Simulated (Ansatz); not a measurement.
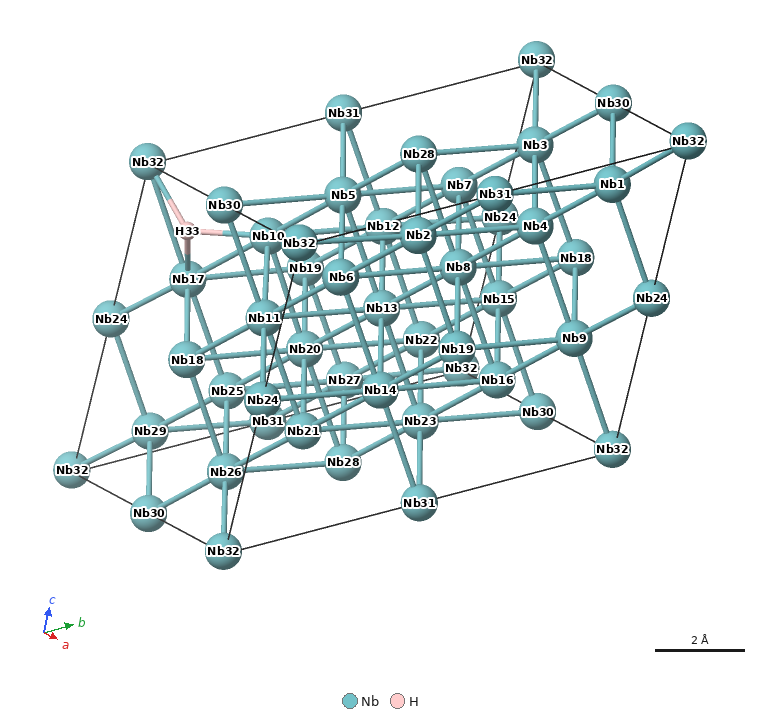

**Figure 1.** The input geometry (ball-and-stick view of the cell of the calculation, seen slightly off an axis; atoms are numbered from 1 in the order of the input).

# Nudged elastic band, with input and output: Nb32H (part 1 of 3)

Nb32H (defect cell, 33 atoms in the cell), computed with DFT PBE, scalar-relativistic, plane waves, PAW, no spin polarisation (Ansatz 0.2.0).

The structure derives from a Materials Project entry. It belongs to a series of runs on one base structure; here: climbing-image band for the jump of H by 1.17 A. Figures and captions count atoms from 1; the log counts them from 0 in places.

**Input file**
```yaml
crystal:
  lattice:
    - [6.6224786354, 0.0, -6.6224786354]
    - [6.6224786354, -6.6224786354, 0.0]
    - [0.0, -6.6224786354, -6.6224786354]
  atoms:
    - { symbol: Nb, position: [0.8740084747, 0.8749215301, 0.8760270881] }
    - { symbol: Nb, position: [0.8739088005, 0.3760747732, 0.8751083754] }
    - { symbol: Nb, position: [0.382371045, 0.8676545841, 0.8766500965] }
    - { symbol: Nb, position: [0.7516817966, 0.7483220741, 0.7505839789] }
    - { symbol: Nb, position: [0.3756148012, 0.3766881774, 0.8744164415] }
    - { symbol: Nb, position: [0.7499662792, 0.2500544566, 0.7489585605] }
    - { symbol: Nb, position: [0.2501500847, 0.7489333522, 0.7498499649] }
    - { symbol: Nb, position: [0.625620641, 0.6244321572, 0.6245176264] }
    - { symbol: Nb, position: [0.8733157325, 0.8744332289, 0.3766684508] }
    - { symbol: Nb, position: [0.2516775273, 0.257445139, 0.7483216879] }
    - { symbol: Nb, position: [0.6250337208, 0.1260527482, 0.6249473276] }
    - { symbol: Nb, position: [0.1255842049, 0.6267188299, 0.6243853388] }
    - { symbol: Nb, position: [0.500812227, 0.5008978125, 0.4991874848] }
    - { symbol: Nb, position: [0.8742619144, 0.3757480334, 0.3741211662] }
    - { symbol: Nb, position: [0.3754811659, 0.8745715539, 0.3743787941] }
    - { symbol: Nb, position: [0.749165792, 0.7492179408, 0.2508338629] }
    - { symbol: Nb, position: [0.1233497945, 0.1266763752, 0.6176265278] }
    - { symbol: Nb, position: [0.5010876357, -7.45188e-05, 0.4989122391] }
    - { symbol: Nb, position: [-7.71859e-05, 0.5000428971, 0.4989783769] }
    - { symbol: Nb, position: [0.3750529784, 0.3760336425, 0.3749660055] }
    - { symbol: Nb, position: [0.7494279415, 0.2504577259, 0.2505708292] }
    - { symbol: Nb, position: [0.2510408428, 0.7489799513, 0.2500339945] }
    - { symbol: Nb, position: [0.6258774654, 0.6241322572, 0.1257370542] }
    - { symbol: Nb, position: [-0.0005912975, 1.0005628636, 0.4983207953] }
    - { symbol: Nb, position: [0.2494156516, 0.2505887412, 0.2483171906] }
    - { symbol: Nb, position: [0.6233319406, 0.1244169739, 0.1266840529] }
    - { symbol: Nb, position: [0.123972935, 0.6249571029, 0.1259917375] }
    - { symbol: Nb, position: [0.5016788908, 0.498293447, 0.0005902353] }
    - { symbol: Nb, position: [0.1248896866, 0.1250935433, 0.1260906674] }
    - { symbol: Nb, position: [0.5010209336, -0.0010559236, 7.75805e-05] }
    - { symbol: Nb, position: [-0.0004127195, 0.5005942358, 0.000411518] }
    - { symbol: Nb, position: [-0.007350413, -0.0016832115, 0.0073499585] }
    - { symbol: H, position: [0.1874931467, 0.0626158848, 0.8125041139] }
basis:
  ecutwfc: 420
  xc_grid: 2
kpoints:
  mp_grid: { grid: [3, 3, 3], shift: [0.0, 0.0, 0.0] }
hamiltonian:
  xc: pbe
scf:
  occupations: { method: gaussian, width: 0.1 }
output:
  forces: true
neb:
  images: 5
  f_tol: 0.05
  max_iterations: 70
  order_check: false
  final_atoms:
    - { symbol: Nb, position: [0.8739088005, 0.8749080509, 0.8751083754] }
    - { symbol: Nb, position: [0.8740084747, 0.3750429071, 0.8760270881] }
    - { symbol: Nb, position: [0.382371045, 0.8733242744, 0.8766500965] }
    - { symbol: Nb, position: [0.7516817966, 0.7494121504, 0.7505839789] }
    - { symbol: Nb, position: [0.3756148012, 0.3732805799, 0.8744164415] }
    - { symbol: Nb, position: [0.7499662792, 0.2510207037, 0.7489585605] }
    - { symbol: Nb, position: [0.2516775273, 0.7425556458, 0.7483216879] }
    - { symbol: Nb, position: [0.6250337208, 0.6239662034, 0.6249473276] }
    - { symbol: Nb, position: [0.8733157325, 0.8755825878, 0.3766684508] }
    - { symbol: Nb, position: [0.2501500847, 0.2510665982, 0.7498499649] }
    - { symbol: Nb, position: [0.625620641, 0.1254295754, 0.6245176264] }
    - { symbol: Nb, position: [0.1255842049, 0.6233116264, 0.6243853388] }
    - { symbol: Nb, position: [0.500812227, 0.4991024756, 0.4991874848] }
    - { symbol: Nb, position: [0.8742619144, 0.375868886, 0.3741211662] }
    - { symbol: Nb, position: [0.3750529784, 0.8739473735, 0.3749660055] }
    - { symbol: Nb, position: [0.7494279415, 0.7495435034, 0.2505708292] }
    - { symbol: Nb, position: [0.1233497945, 0.1323473025, 0.6176265278] }
    - { symbol: Nb, position: [0.5010876357, 7.46441e-05, 0.4989122391] }
    - { symbol: Nb, position: [-0.0005912975, 0.5017076386, 0.4983207953] }
    - { symbol: Nb, position: [0.3754811659, 0.3755684861, 0.3743787941] }
    - { symbol: Nb, position: [0.749165792, 0.2507824043, 0.2508338629] }
    - { symbol: Nb, position: [0.2510408428, 0.7499452115, 0.2500339945] }
    - { symbol: Nb, position: [0.6258774654, 0.6242532233, 0.1257370542] }
    - { symbol: Nb, position: [-7.71859e-05, 1.0010559119, 0.4989783769] }
    - { symbol: Nb, position: [0.2494156516, 0.2516784167, 0.2483171906] }
    - { symbol: Nb, position: [0.6233319406, 0.1255670326, 0.1266840529] }
    - { symbol: Nb, position: [0.1248896866, 0.6239261027, 0.1260906674] }
    - { symbol: Nb, position: [0.5010209336, 0.4999574096, 7.75805e-05] }
    - { symbol: Nb, position: [0.123972935, 0.1250782246, 0.1259917375] }
    - { symbol: Nb, position: [0.5016788908, -0.0005625732, 0.0005902353] }
    - { symbol: Nb, position: [-0.0004127195, 0.4994069658, 0.000411518] }
    - { symbol: Nb, position: [-0.007350413, 0.001683666, 0.0073499585] }
    - { symbol: H, position: [0.1874931467, -0.0626131453, 0.8125041139] }
```

Machine: 8 threads of Intel Xeon @ 2.70GHz, 189 GiB of memory available, shared host.

Launched with:
```bash
ansatz run input.yaml --threads 8 --pin off --max-ram 20480MiB --backend cpu --events-out ev --progress --plain --runs-dir out
```

**What the program printed**
```
Warning: neb: disabling space-group detection — the band's intermediate images generally break the endpoint symmetry, so no spatial operation reduces the k-mesh or symmetrises the density, except that a semilocal band can use its path's symmetry ahead of convergence; time reversal is kept, so that k and −k are solved as one point where they differ and the mesh holds both, and exact exchange and, on two spinor components, a DFT+U term hold to it where the run has them: on two components no moment then forms, and a state that bears one, which a typed moment (crystal.atoms[].spin; refused beside efield: under a hybrid functional) reaches, can lie lower, under hf by electronvolts; crystal.symmetry.detect: false (a key that needs symmetry detection or time reversal refuses this as the deck is read) with time_reversal: false beside it drops time reversal too
Engine: ansatz 0.2.0, x86_64-unknown-linux-gnu
Pseudopotentials: kind: paw
Pseudopotential: Nb, paw, valence charge 13, recommended cutoff 420 eV (normal), Nb.paw.azcp
Pseudopotential: H, paw, valence charge 1, recommended cutoff 420 eV (normal), H.paw.azcp
Functional definition: PBE
  parameter kappa = 0.804
  parameter beta = 0.06672455060314922
  exchange = pbe_x(kappa = kappa, mu = beta*pi^2/3)
  correlation = pbe_c(beta = beta)
parallel-image band execution: 5 concurrent image workers
NEB image 0
Crystal: 33 atoms, lattice volume = 580.887 Å³
Basis set: ecut = 420 eV, 11311 PW (Γ), exchange–correlation on 128×128×128 points (8 copies of the dense FFT grid, shifted against one another)
Bands: 251, of which v1, the nominal top of the filled ones, is band 209 counted from 1 (208 counted from 0)
Symmetry: 1 space group operations
k-points: 14 of 27 (time reversal used)
Non-local potential: Nb, projectors of the file, l = 0: 3, l = 1: 2, l = 2: 2, l = 3: 1
Non-local potential: H, projectors of the file, l = 0: 2, l = 1: 1
PAW form: soft (Blöchl's): semilocal exchange-correlation on the pseudo side does not see the compensation charge
PAW one-centre angular grid: Nb, 590 points (default); XC on 64 Gauss nodes
PAW one-centre angular grid: H, 110 points (default); XC on 64 Gauss nodes
Initial density: superposition of atomic densities (neutral atoms: chi_scale 0, normalization atom), corrected by the library's trained network
Initial wavefunctions: pseudopotential atomic-orbital guess
Functional: x = pbe(κ = 0.804, μ = 0.2195149727645171), c = pbe(β = 0.06672455060314922)
SCF iter   1: F=—  HF=-145689.646142 eV  |F-HF|=—  |Δ(HF+E_count)|=         —  Δρ=3.51e-3  dr2=5.52e-2  ethr=1.77e-3  ⟨swp⟩=6.1  Hψ=14326  notcnv=0
preconditioner: auto → Kerker (q_TF=auto, 2.582 Å⁻¹)  [metal: Δε(μ)=0.014 eV  Ē_g=3.567 eV  σ=0.100 eV  W_gap=0.08  n_scr=168 (ndim 8)  ℏωp=19.5 eV  f_vac=0.000  D(μ)=34.16/eV (n_scr^D=330)]
SCF iter   2: F=—  HF=-145689.632096 eV  |F-HF|=—  |Δ(HF+E_count)|=   1.40e-2  Δρ=2.11e-3  dr2=1.96e-2  ethr=1.32e-5  ⟨swp⟩=1.9  Hψ=4402  notcnv=0
SCF iter   3: F=—  HF=-145689.629941 eV  |F-HF|=—  |Δ(HF+E_count)|=   2.15e-3  Δρ=2.52e-4  dr2=2.58e-4  ethr=4.69e-6  ⟨swp⟩=2.0  Hψ=4188  notcnv=0
SCF iter   4: F=—  HF=-145689.629938 eV  |F-HF|=—  |Δ(HF+E_count)|=   3.09e-6  Δρ=5.65e-5  dr2=1.28e-5  ethr=6.19e-8  ⟨swp⟩=2.4  Hψ=5667  notcnv=0
SCF iter   5: F=—  HF=-145689.631198 eV  |F-HF|=—  |Δ(HF+E_count)|=   1.26e-3  Δρ=1.09e-5  dr2=3.30e-7  ethr=3.07e-9  ⟨swp⟩=2.1  Hψ=4301  notcnv=0
SCF iter   6: F=-145689.631198 eV  HF=-145689.631198 eV  |F-HF|=2.21e-9  |Δ(HF+E_count)|=   1.56e-7  Δρ=1.37e-6  dr2=8.67e-9  ethr=2.40e-11  ⟨swp⟩=4.0  Hψ=10089  notcnv=0
SCF 1 converged in 6 iterations: F = -145689.631198 eV  dr2 = 8.67e-9
  greatest PAW one-centre occupation: 0.998 electrons in one spin orbital (limit 2), on the Nb atom at site 15 (counted from 0), in its partial waves of l = 0
NSCF: frozen V_eff on 14 k-points
NEB image 6
SCF iter   1: F=—  HF=-145689.647577 eV  |F-HF|=—  |Δ(HF+E_count)|=         —  Δρ=3.50e-3  dr2=5.51e-2  ethr=1.77e-3  ⟨swp⟩=5.7  Hψ=13913  notcnv=0
SCF iter   2: F=—  HF=-145689.632114 eV  |F-HF|=—  |Δ(HF+E_count)|=   1.55e-2  Δρ=2.11e-3  dr2=1.96e-2  ethr=1.32e-5  ⟨swp⟩=1.9  Hψ=4500  notcnv=0
SCF iter   3: F=—  HF=-145689.629944 eV  |F-HF|=—  |Δ(HF+E_count)|=   2.17e-3  Δρ=2.52e-4  dr2=2.63e-4  ethr=4.70e-6  ⟨swp⟩=2.0  Hψ=4188  notcnv=0
SCF iter   4: F=—  HF=-145689.629931 eV  |F-HF|=—  |Δ(HF+E_count)|=   1.28e-5  Δρ=5.91e-5  dr2=1.45e-5  ethr=6.30e-8  ⟨swp⟩=2.0  Hψ=4716  notcnv=0
SCF iter   5: F=—  HF=-145689.631198 eV  |F-HF|=—  |Δ(HF+E_count)|=   1.27e-3  Δρ=1.16e-5  dr2=4.16e-7  ethr=3.47e-9  ⟨swp⟩=2.0  Hψ=4179  notcnv=0
SCF iter   6: F=-145689.631198 eV  HF=-145689.631198 eV  |F-HF|=2.30e-9  |Δ(HF+E_count)|=   1.56e-7  Δρ=1.44e-6  dr2=9.52e-9  ethr=2.40e-11  ⟨swp⟩=4.0  Hψ=10151  notcnv=0
SCF 2 converged in 6 iterations: F = -145689.631198 eV  dr2 = 9.52e-9
[... from here on the iterations of each SCF are left out, up to the last one ...]
NSCF: frozen V_eff on 14 k-points
NEB end point (image 0): max|allowed force component| = 4.767e-3 eV/Å (the criterion of neb.relax_end_points is 1.000e-2)
NEB end point (image 6): max|allowed force component| = 4.770e-3 eV/Å (the criterion of neb.relax_end_points is 1.000e-2)
NEB image 1
preconditioner: auto → Kerker (q_TF=auto, 2.582 Å⁻¹)  [metal: Δε(μ)=0.011 eV  Ē_g=3.567 eV  σ=0.100 eV  W_gap=0.06  n_scr=168 (ndim 8)  ℏωp=19.5 eV  f_vac=0.000  D(μ)=34.12/eV (n_scr^D=330)]
SCF 3 converged in 6 iterations: F = -145689.562939 eV  dr2 = 8.67e-9
NEB image 2
preconditioner: auto → Kerker (q_TF=auto, 2.582 Å⁻¹)  [metal: Δε(μ)=0.007 eV  Ē_g=3.570 eV  σ=0.100 eV  W_gap=0.04  n_scr=168 (ndim 8)  ℏωp=19.5 eV  f_vac=0.000  D(μ)=34.14/eV (n_scr^D=330)]
SCF 4 converged in 6 iterations: F = -145689.454503 eV  dr2 = 1.11e-8
NEB image 3
preconditioner: auto → Kerker (q_TF=auto, 2.582 Å⁻¹)  [metal: Δε(μ)=0.011 eV  Ē_g=3.569 eV  σ=0.100 eV  W_gap=0.06  n_scr=168 (ndim 8)  ℏωp=19.5 eV  f_vac=0.000  D(μ)=34.16/eV (n_scr^D=330)]
SCF 5 converged in 6 iterations: F = -145689.406701 eV  dr2 = 1.51e-8
NEB image 4
SCF 6 converged in 6 iterations: F = -145689.454503 eV  dr2 = 1.15e-8
NEB image 5
SCF 7 converged in 6 iterations: F = -145689.562939 eV  dr2 = 9.34e-9
NEB iter   1: max|band force component| = 5.758e-1 eV/Å  barrier→ = 0.2245 eV  barrier← = 0.2245 eV  Δτ_max = 0.1468 Å  (42 SCF iters)
NEB image 1
Initial density: handed on by an earlier stage of this run
Initial wavefunctions: those handed on with the density
preconditioner: auto → Kerker (q_TF=auto, 2.582 Å⁻¹)  [metal: Δε(μ)=0.015 eV  Ē_g=3.560 eV  σ=0.100 eV  W_gap=0.08  n_scr=168 (ndim 8)  ℏωp=19.5 eV  f_vac=0.000  D(μ)=35.14/eV (n_scr^D=338)]
SCF 8 converged in 6 iterations: F = -145689.549021 eV  dr2 = 1.78e-8
NEB image 2
preconditioner: auto → Kerker (q_TF=auto, 2.582 Å⁻¹)  [metal: Δε(μ)=0.022 eV  Ē_g=3.557 eV  σ=0.100 eV  W_gap=0.12  n_scr=168 (ndim 8)  ℏωp=19.5 eV  f_vac=0.000  D(μ)=36.00/eV (n_scr^D=338)]
SCF 9 converged in 6 iterations: F = -145689.448315 eV  dr2 = 4.33e-8
NEB image 3
preconditioner: auto → Kerker (q_TF=auto, 2.582 Å⁻¹)  [metal: Δε(μ)=0.024 eV  Ē_g=3.556 eV  σ=0.100 eV  W_gap=0.13  n_scr=168 (ndim 8)  ℏωp=19.5 eV  f_vac=0.000  D(μ)=36.24/eV (n_scr^D=338)]
SCF 10 converged in 6 iterations: F = -145689.400968 eV  dr2 = 4.49e-8
NEB image 4
SCF 11 converged in 6 iterations: F = -145689.448315 eV  dr2 = 4.33e-8
NEB image 5
SCF 12 converged in 6 iterations: F = -145689.549021 eV  dr2 = 1.78e-8
NEB iter   2: max|band force component| = 6.687e-1 eV/Å  barrier→ = 0.2302 eV  barrier← = 0.2302 eV  Δτ_max = 0.0742 Å  (30 SCF iters)
NEB image 1
preconditioner: auto → Kerker (q_TF=auto, 2.582 Å⁻¹)  [metal: Δε(μ)=0.026 eV  Ē_g=3.563 eV  σ=0.100 eV  W_gap=0.14  n_scr=168 (ndim 8)  ℏωp=19.5 eV  f_vac=0.000  D(μ)=34.64/eV (n_scr^D=330)]
SCF 13 converged in 6 iterations: F = -145689.597105 eV  dr2 = 9.75e-9
NEB image 2
preconditioner: auto → Kerker (q_TF=auto, 2.582 Å⁻¹)  [metal: Δε(μ)=0.022 eV  Ē_g=3.561 eV  σ=0.100 eV  W_gap=0.12  n_scr=168 (ndim 8)  ℏωp=19.5 eV  f_vac=0.000  D(μ)=34.93/eV (n_scr^D=338)]
SCF 14 converged in 6 iterations: F = -145689.517709 eV  dr2 = 1.83e-8
NEB image 3
preconditioner: auto → Kerker (q_TF=auto, 2.582 Å⁻¹)  [metal: Δε(μ)=0.019 eV  Ē_g=3.561 eV  σ=0.100 eV  W_gap=0.11  n_scr=168 (ndim 8)  ℏωp=19.5 eV  f_vac=0.000  D(μ)=35.05/eV (n_scr^D=338)]
SCF 15 converged in 6 iterations: F = -145689.474036 eV  dr2 = 1.04e-8
NEB image 4
SCF 16 converged in 6 iterations: F = -145689.517709 eV  dr2 = 1.83e-8
NEB image 5
SCF 17 converged in 6 iterations: F = -145689.597105 eV  dr2 = 9.58e-9
NEB iter   3: max|band force component| = 1.057e-1 eV/Å  barrier→ = 0.1572 eV  barrier← = 0.1572 eV  CI = image 3  Δτ_max = 0.0160 Å  (30 SCF iters)
NEB image 1
preconditioner: auto → Kerker (q_TF=auto, 2.582 Å⁻¹)  [metal: Δε(μ)=0.026 eV  Ē_g=3.563 eV  σ=0.100 eV  W_gap=0.14  n_scr=168 (ndim 8)  ℏωp=19.5 eV  f_vac=0.000  D(μ)=34.57/eV (n_scr^D=330)]
SCF 18 converged in 6 iterations: F = -145689.599261 eV  dr2 = 1.26e-9
NEB image 2
preconditioner: auto → Kerker (q_TF=auto, 2.582 Å⁻¹)  [metal: Δε(μ)=0.025 eV  Ē_g=3.562 eV  σ=0.100 eV  W_gap=0.14  n_scr=168 (ndim 8)  ℏωp=19.5 eV  f_vac=0.000  D(μ)=34.75/eV (n_scr^D=338)]
SCF 19 converged in 6 iterations: F = -145689.521247 eV  dr2 = 3.05e-9
NEB image 3
preconditioner: auto → Kerker (q_TF=auto, 2.582 Å⁻¹)  [metal: Δε(μ)=0.025 eV  Ē_g=3.561 eV  σ=0.100 eV  W_gap=0.14  n_scr=168 (ndim 8)  ℏωp=19.5 eV  f_vac=0.000  D(μ)=34.82/eV (n_scr^D=338)]
SCF 20 converged in 6 iterations: F = -145689.478401 eV  dr2 = 3.78e-9
NEB image 4
SCF 21 converged in 6 iterations: F = -145689.521247 eV  dr2 = 3.09e-9
NEB image 5
iter 1 solved again at ethr=2.43e-6 eV; its pass at ethr=3.10e-3 eV (dr2=1.01e-2 eV) is discarded
SCF iter   1: F=—  HF=-145689.598831 eV  |F-HF|=—  |Δ(HF+E_count)|=         —  Δρ=7.29e-4  dr2=1.01e-2  ethr=2.43e-6  ⟨swp⟩=2.1  Hψ=13020  notcnv=0
SCF iter   2: F=—  HF=-145689.598212 eV  |F-HF|=—  |Δ(HF+E_count)|=   6.19e-4  Δρ=4.02e-4  dr2=2.52e-3  ethr=2.43e-6  ⟨swp⟩=1.0  Hψ=3514  notcnv=0
SCF iter   3: F=—  HF=-145689.597991 eV  |F-HF|=—  |Δ(HF+E_count)|=   2.21e-4  Δρ=6.67e-5  dr2=1.99e-5  ethr=6.04e-7  ⟨swp⟩=2.0  Hψ=4611  notcnv=0
SCF iter   4: F=—  HF=-145689.599261 eV  |F-HF|=—  |Δ(HF+E_count)|=   1.27e-3  Δρ=1.01e-5  dr2=9.82e-7  ethr=4.78e-9  ⟨swp⟩=2.0  Hψ=5587  notcnv=0
iter 5 did not close the SCF: its close was put off for the readings that it lacked (scf_convergence_deferred on its scf_iter line)
SCF iter   5: F=-145689.599261 eV  HF=-145689.599261 eV  |F-HF|=4.36e-8  |Δ(HF+E_count)|=   8.82e-9  Δρ=2.07e-6  dr2=5.58e-8  ethr=2.36e-10  ⟨swp⟩=2.0  Hψ=4652  notcnv=0
SCF iter   6: F=-145689.599261 eV  HF=-145689.599261 eV  |F-HF|=7.57e-10  |Δ(HF+E_count)|=   2.79e-9  Δρ=3.90e-7  dr2=1.26e-9  ethr=1.34e-11  ⟨swp⟩=1.9  Hψ=9138  notcnv=0
SCF 22 converged in 6 iterations: F = -145689.599261 eV  dr2 = 1.26e-9
NEB image 1
NSCF: frozen V_eff on 14 k-points
NEB image 2
NSCF: frozen V_eff on 14 k-points
NEB image 4
NSCF: frozen V_eff on 14 k-points
NEB image 5
NSCF: frozen V_eff on 14 k-points
NEB image 3
NSCF: frozen V_eff on 14 k-points
the band table was solved once a step of the walk had ended and its energy, with any forces and stress, was formed, with the checks that follow a solve (11631 applications of the Hamiltonian). They found nothing against the state; the energy, forces and stress were not computed again (output.eigenvalues in the input reference)
NEB iter   4: max|band force component| = 3.169e-2 eV/Å  barrier→ = 0.1528 eV  barrier← = 0.1528 eV  CI = image 3  Δτ_max = 0.0000 Å  (30 SCF iters)
```

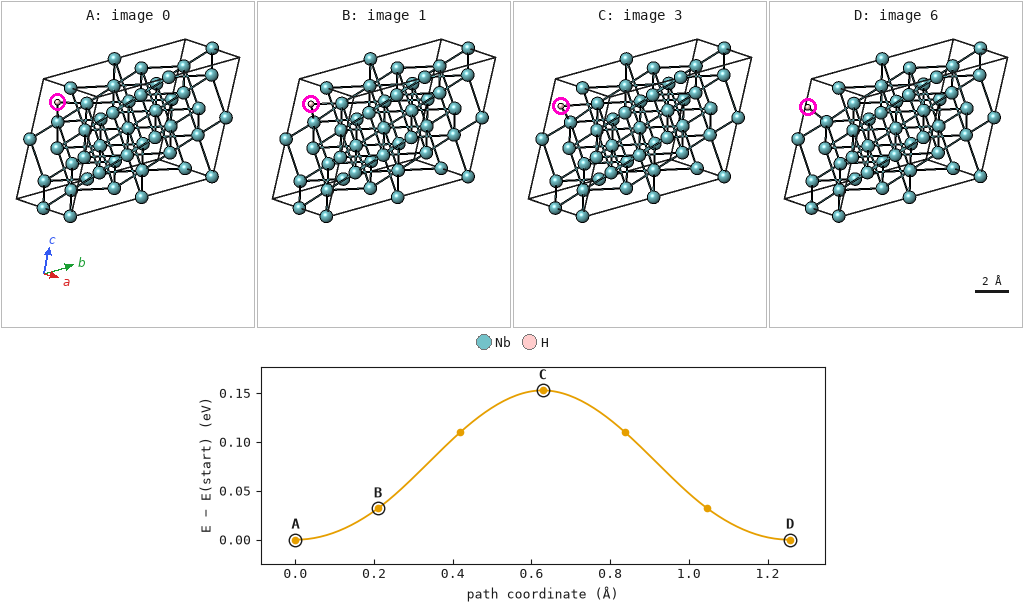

**Figure 2.** Images of the last band (counted from 0; ball-and-stick, reduced simulation cell, seen slightly off an axis), with the moving atom and its periodic copies ringed, above the energy along the path; the line is a cubic interpolation that uses the forces. The highest image is number 3, 0.153 eV above the start and 0.153 eV above the end (the climbing image); start and end have the same energy. The path is 1.26 Å long, and H33 moves most (1.17 Å). The band converged in 4 iterations.

```
SCF converged after 6 iterations
Free energy (F): -145689.478401 eV
Harris-Foulkes:  -145689.478401 eV  (|F-HF|=2.12e-9)
Internal energy: -145689.303911 eV  (E = F + TS)
E sigma→0 (E₀):  -145689.391156 eV
Entropy (-TS):   -0.174490 eV (-5.288 meV/atom)
Fermi energy:    17.652333 eV
--- Per-component energies (eV) ---
  E_band       = -2201.688237
  E_kinetic    = 12657.883321
  E_local      = -22312.918168  (includes V_loc(G=0)·N_el)
  E_nonlocal   = 3838.939041
  E_hartree    = 6947.674154
  E_xc         = -5632.420081
  E_vxc        = -6834.421103  (∫ρ·V_xc dr)
  E_paw        = -98350.129722  (= ΣΔE_a)
  E_vpaw       = -3446.518490  (= ΣTr[D̂ρ^β])
  E_aug_tail   = -0.001063  (compensation charges beyond the density's cutoff)
  E_ewald      = -42838.331393
  E_smearing   = -0.174490  (= −TS)
  E_closure    = 0.000000  (closes the sum)
  Σ components = -145689.478401   (vs F -145689.478401, Δ=0.00e0)
```
